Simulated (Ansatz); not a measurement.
Al$_{16}$As$_{16}$H (cell charge +1, with a compensating background) (cell with a defect)

The calculation's input:

```
crystal:
  lattice:
    - [-5.7279123196, 5.7279123196, -5.7279123196]
    - [-5.7279123196, -5.7279123196, 5.7279123196]
    - [5.7279123196, 5.7279123196, 5.7279123196]
  atoms:
    - { symbol: Al, position: [0.7507400955, 0.7507400955, 0.5022980406] }
    - { symbol: Al, position: [0.5015579451, 0.0, 0.4992599045] }
    - { symbol: Al, position: [0.4984420549, 0.7477019594, 0.7484420549] }
    - { symbol: Al, position: [0.242600773, 0.242600773, 0.492600773] }
    - { symbol: Al, position: [0.2492599045, 0.0, 0.7515579451] }
    - { symbol: Al, position: [0.2522980406, 0.7507400955, 0.0007400955] }
    - { symbol: Al, position: [0.0, 0.5015579451, 0.4992599045] }
    - { symbol: Al, position: [0.0, 0.2492599045, 0.7515579451] }
    - { symbol: Al, position: [0.0, 0.0, 0.007399227] }
    - { symbol: Al, position: [0.0, 0.757399227, 0.25] }
    - { symbol: Al, position: [0.7477019594, 0.4984420549, 0.7484420549] }
    - { symbol: Al, position: [0.7507400955, 0.2522980406, 0.0007400955] }
    - { symbol: Al, position: [0.757399227, 0.0, 0.25] }
    - { symbol: Al, position: [0.4984420549, 0.4984420549, -0.0022980406] }
    - { symbol: Al, position: [0.5015579451, 0.2492599045, 0.25] }
    - { symbol: Al, position: [0.2492599045, 0.5015579451, 0.25] }
    - { symbol: As, position: [0.0, 0.0, 0.7537404076] }
    - { symbol: As, position: [0.75, 0.25, 0.75] }
    - { symbol: As, position: [0.7472541017, 0.0, -0.0027458983] }
    - { symbol: As, position: [0.4962595924, 0.4962595924, 0.7462595924] }
    - { symbol: As, position: [0.5, 0.25, 0.0] }
    - { symbol: As, position: [0.5037404076, 0.0, 0.25] }
    - { symbol: As, position: [0.25, 0.75, 0.75] }
    - { symbol: As, position: [0.25, 0.5, 0.0] }
    - { symbol: As, position: [0.2527458983, 0.2527458983, 0.25] }
    - { symbol: As, position: [0.2527458983, 0.0, 0.5027458983] }
    - { symbol: As, position: [0.0, 0.7472541017, -0.0027458983] }
    - { symbol: As, position: [0.0, 0.5037404076, 0.25] }
    - { symbol: As, position: [0.0, 0.2527458983, 0.5027458983] }
    - { symbol: As, position: [0.7472541017, 0.7472541017, 0.25] }
    - { symbol: As, position: [0.75, 0.5, 0.5] }
    - { symbol: As, position: [0.5, 0.75, 0.5] }
    - { symbol: H, position: [0.0, 0.0, 0.25] }
  host:
    lattice:
      - [0.0, 2.8639561598, 2.8639561598]
      - [2.8639561598, 0.0, 2.8639561598]
      - [2.8639561598, 2.8639561598, 0.0]
    atoms:
      - { symbol: Al, position: [0.0, 0.0, 0.0] }
      - { symbol: As, position: [0.75, 0.75, 0.75] }
total_charge: 1
basis:
  ecutwfc: 420
  xc_grid: 2
kpoints:
  mp_grid: { grid: [3, 3, 3], shift: [0.0, 0.0, 0.0] }
hamiltonian:
  xc: pbe
scf:
  occupations: { method: gaussian, width: 0.01 }
output:
  forces: true
  stress: false
  eigenvalues: true
  charged_corrections:
    defect_position: [0.0, 0.0, 0.25]
    epsilon: [[11.5641, 0.0, 0.0], [0.0, 11.5641, 0.0], [0.0, 0.0, 11.5641]]
  write_density: true
  write_potential: true
  elf: true
  volumetric_format: npy
relax:
  adjacent_minimum: "off"
  f_tol: 0.025
  max_steps: 45
```

Run with:

```sh
ansatz run input.yaml --threads 4 --pin off --max-ram 10240MiB --backend cpu --events-out ev --progress --plain --runs-dir out
```

The fields are those of the run's last geometry, not of the input's.

Level of theory: Ansatz 0.2.0, DFT PBE, scalar-relativistic, plane waves, PAW.

In a PAW calculation such maps are meaningful between the atoms, not at the nuclei.

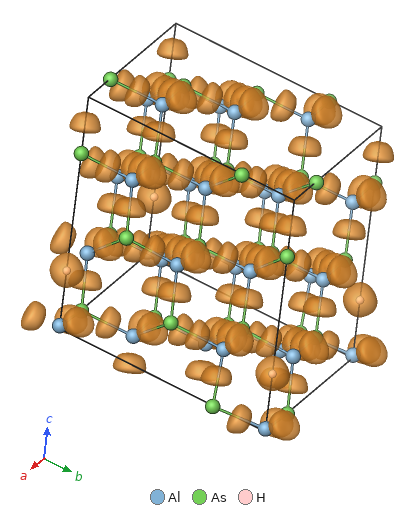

Figure 1. Isosurface of the ELF at 0.75 (orange), seen slightly off an axis. Core shells and regions of very low density are left out. Sticks mark near contacts.

Question: Where are the electrons localised?

Answer: The surface consists of 64 regions between bonded Al–As atoms and one region around a hydrogen nucleus, counted in one cell of 33 atoms. Regions shared between cells count once. Along the contacts the grid gives the following. Al–H (2.36 Å): the ELF climbs to about 1 towards the hydrogen. Al–As (2.47 Å): the ELF peaks at about 0.90 between the atoms.

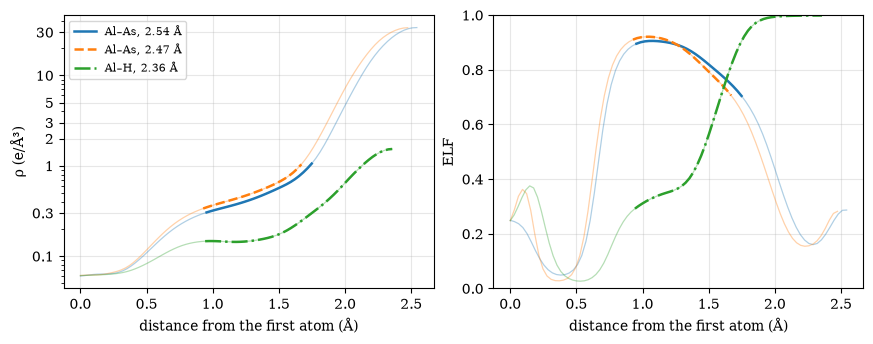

Figure 2. Valence electron density and ELF along straight lines between neighbouring atoms. Thin, pale parts lie inside the atomic spheres.

Question: Compare the contacts.

Answer: Al–As (2.54 Å): the density is about 0.41 e/Å³ at the midpoint; the ELF peaks at about 0.90 between the atoms.
Al–As (2.47 Å): ρ at the midpoint is about 0.46 e/Å³; the ELF peaks at about 0.90 between the atoms.
Al–H (2.36 Å): ρ is about 0.14 e/Å³ halfway; the ELF climbs to about 1 towards the hydrogen.

Question: Metal or insulator at this level of theory?

Answer: It is metallic or semimetallic at this level of theory: no gap opens.
